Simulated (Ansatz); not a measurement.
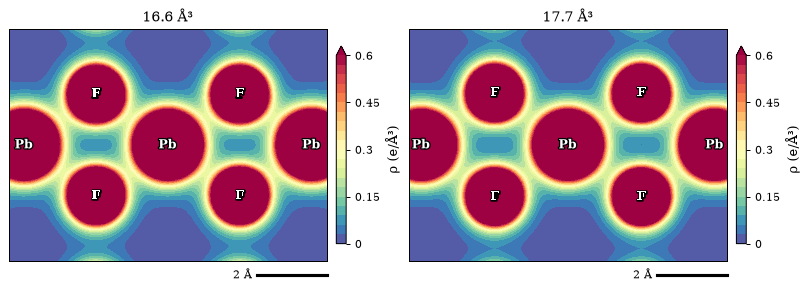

PbF$_{2}$. The valence charge density (pseudo) of cells scaled evenly to different volumes (given per atom above each panel), on the (101̄) plane of each (indices in the axes of the cell below), at one length scale and on one colour scale.

Level of theory: Ansatz, DFT PBE+D3(BJ), scalar-relativistic, plane waves, PAW.

The density is the valence pseudo-density of a PAW calculation; it isn't the true density close to the nuclei.

The largest cell:

```
Pb F
1.0
     0.00000    2.98119    2.98119
     2.98119    0.00000    2.98119
     2.98119    2.98119    0.00000
Pb F
1 2
Direct
  0.00000 0.00000 0.00000
  0.25000 0.25000 0.25000
  0.75000 0.75000 0.75000
```

| volume (Å³/atom) | Pb–F contact in the plane (Å) | ρ at its midpoint (e/Å³) | pressure (GPa) | gap on the mesh (eV) | 
| --- | --- | --- | --- | --- |
| 16.61 | 2.529 | 0.273 | 5.0 | 4.41 | 
| 17.31 | 2.564 | ? | ? | ? | 
| 17.66 | 2.582 | 0.245 | 0.0 | 4.42 | 

### Estimate the missing row, and compare with the calculation.

Over the known rows ln ρ falls by 2.04 per Å of Pb–F distance (the line through the two), which gives 0.254 e/Å³ at 2.564 Å; the calculation gives 0.254 e/Å³. For the pressure, a straight line in volume between the neighbouring rows gives 1.7 GPa; the calculation gives 1.5. For the gap on the mesh, a straight line in volume between the neighbouring rows gives 4.42 eV; the calculation gives 4.42.
